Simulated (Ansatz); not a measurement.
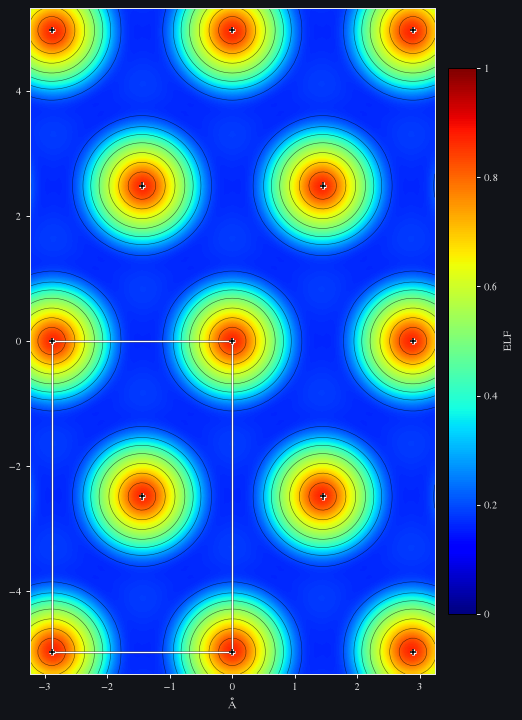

The electron localisation function on a plane through atoms (crosses mark nuclei in the plane).

Method: DFT PBE, scalar-relativistic, plane waves, PAW (Ansatz 0.2.0).

Candidates:
A. TaN, a = 4.42 Å, b = 3.12 Å, c = 9.37 Å, α = 90.00°, β = 90.00°, γ = 90.00°. Space group Fm-3m.
B. Ag, a = 2.89 Å, b = 2.89 Å, c = 4.05 Å, α = 90.00°, β = 90.00°, γ = 90.00°. Space group I4/mmm; changed on purpose from its base cell (strain -0.0100 x Voigt [0, 1, 0, 0, 0, 0], atoms carried along); computed pressure about 6 GPa in this cell; computed without spin polarisation.

Which system is this?

Candidate B: Ag on the (101) plane of the conventional cell, which holds Ag. Ag–Ag (2.87 Å): the ELF is about 0.15 at the midpoint: no shared electron pair shows on this line.
